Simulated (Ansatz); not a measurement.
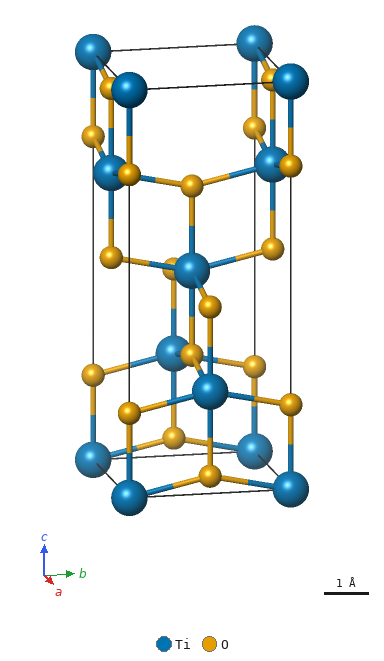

Phonons of solid TiO2, space group I4₁/amd (No. 141), at the zone centre. A ball-and-stick model of the conventional cell (2 times the calculation's cell), seen slightly off an axis. Lengths and directions refer to the drawn axes.

The calculation used DFT r2SCAN, scalar-relativistic, plane waves, PAW (Ansatz).

The input:
```yaml
crystal:
  lattice:
    - [-1.8889722131, 1.8889722131, 4.7913989082]
    - [1.8889722131, -1.8889722131, 4.7913989082]
    - [1.8889722131, 1.8889722131, -4.7913989082]
  atoms:
    - { symbol: Ti, position: [0.0, 0.0, 0.0] }
    - { symbol: Ti, position: [0.75, 0.25, 0.5] }
    - { symbol: O, position: [0.2073045411, 0.2073045411, 0.0] }
    - { symbol: O, position: [0.9573045411, 0.4573045411, 0.5] }
    - { symbol: O, position: [0.5426954589, 0.0426954589, 0.5] }
    - { symbol: O, position: [0.7926954589, 0.7926954589, 0.0] }
basis:
  ecutwfc: 500
kpoints:
  mp_grid: { grid: [8, 8, 8] }
hamiltonian:
  xc: r2scan
scf:
  occupations: { method: gaussian, width: 0.05 }
output:
  eigenvalues: true
phonons:
  method: fd
  supercell: [1, 1, 1]
  amplitude: 0.02
  eigenvectors: true
  dielectric: false
```

Command:
```bash
ansatz run input.yaml --threads 2 --pin off --max-ram 5120MiB --backend cpu --events-out ev --progress --plain --runs-dir out
```

Frequencies are those without the non-analytic (LO–TO) term.

Q: List the optical modes.

A: The calculation's cell holds 6 atoms, so there are 15 optical modes, in 10 levels. The optical modes span 3E_g + 2E_u + A₂u + 2B₁g + A₁g + B₂u. No level is unstable.

| level | symmetry | frequency (cm⁻¹) | activity |
| --- | --- | --- | --- |
| 1 | E_g | 138 | Raman-active |
| 2 | E_g | 184 | Raman-active |
| 3 | E_u | 239 | infrared-active |
| 4 | A₂u | 336 | infrared-active |
| 5 | B₁g | 384 | Raman-active |
| 6 | E_u | 425 | infrared-active |
| 7 | B₁g | 505 | Raman-active |
| 8 | A₁g | 522 | Raman-active |
| 9 | B₂u | 547 | silent |
| 10 | E_g | 631 | Raman-active |

The modes drawn as arrows (one member of each degenerate set), 6 of the levels:

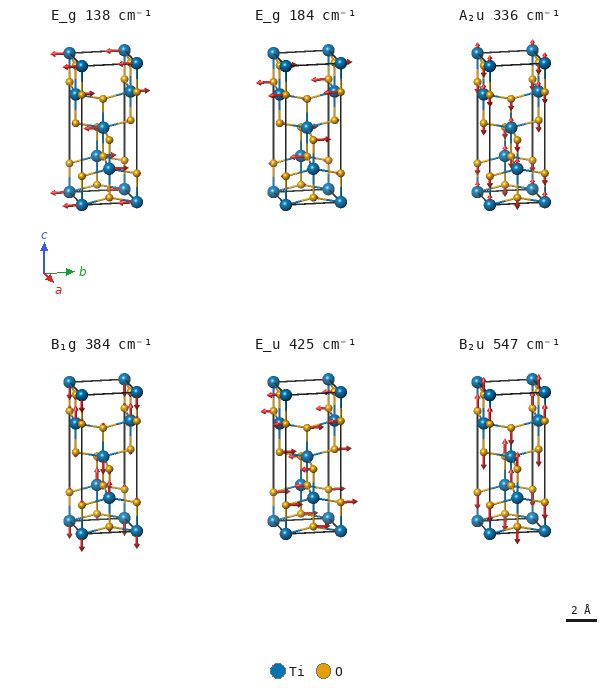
